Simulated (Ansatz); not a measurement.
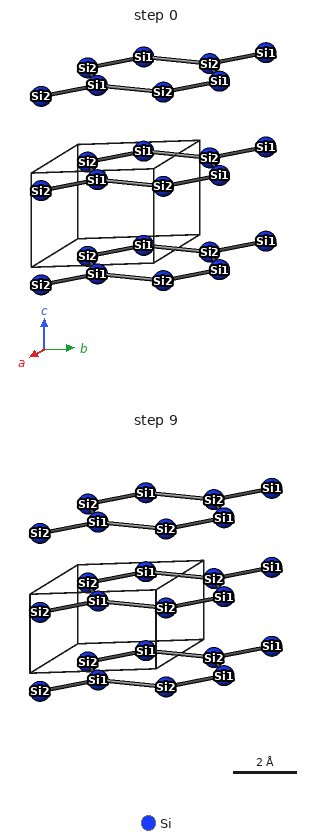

The structure of crystalline Si (a generated structure, set up in P6/mmm) before (top) and after (bottom) a relaxation, at one scale.

A ball-and-stick model of the cell of the calculation, repeated 2 × 2 × 2 with one cell outlined, seen slightly off an axis.

Case: C → Si on all its sites, cell and atoms relaxed.

All numbers below come from DFT PBE+D3(BJ), scalar-relativistic, plane waves, PAW (Ansatz).

Input
```yaml
crystal:
  lattice:
    - [3.9591553706, 0.0, 0.0]
    - [-1.9795776853, 3.4287291285, 0.0]
    - [0.0, 0.0, 3.1232425778]
  atoms:
    - { symbol: Si, position: [0.3333333333, 0.6666666667, 0.0] }
    - { symbol: Si, position: [0.6666666667, 0.3333333333, 0.0] }
basis:
  ecutwfc: 420
kpoints:
  mp_grid: { grid: [12, 12, 14] }
hamiltonian:
  xc: pbe
  dispersion: d3bj
scf:
  occupations: { method: gaussian, width: 0.1 }
output:
  forces: true
  stress: true
  eigenvalues: true
relax:
  adjacent_minimum: "off"
  f_tol: 0.01
  max_steps: 60
  cell: { stress_tol: 0.1 }
```

Run as
```bash
ansatz run input.yaml --threads 1 --pin off --max-ram 2560MiB --backend cpu --events-out ev --progress --plain --runs-dir out
```

Question: What changed between the two?

Answer: After 7 accepted moves (9 points after the start) the energy has fallen by 82.8 meV per atom. All forces vanish by symmetry, so only the cell relaxes. The pressure goes from 0.27 to 0.01 GPa. The line search rejected the trial step at point 4 of the run. The SCF was repeated once at an unchanged geometry on a basis and grid sized afresh for the cell, which shifted the energy by less than 0.05 meV per atom at most. No atom moves by more than 0.005 Å relative to the cell. The drawn cell changes as follows: a = b 3.959 → 4.084 Å (+3.2 %), c 3.123 → 2.617 Å (−16.2 %); the volume changes by −10.8 %. Near-neighbour distances that change, for instance: Si1–Si1 3.123 → 2.617 Å, Si1–Si2 2.286 → 2.358 Å. The space group stays P6/mmm (No. 191).
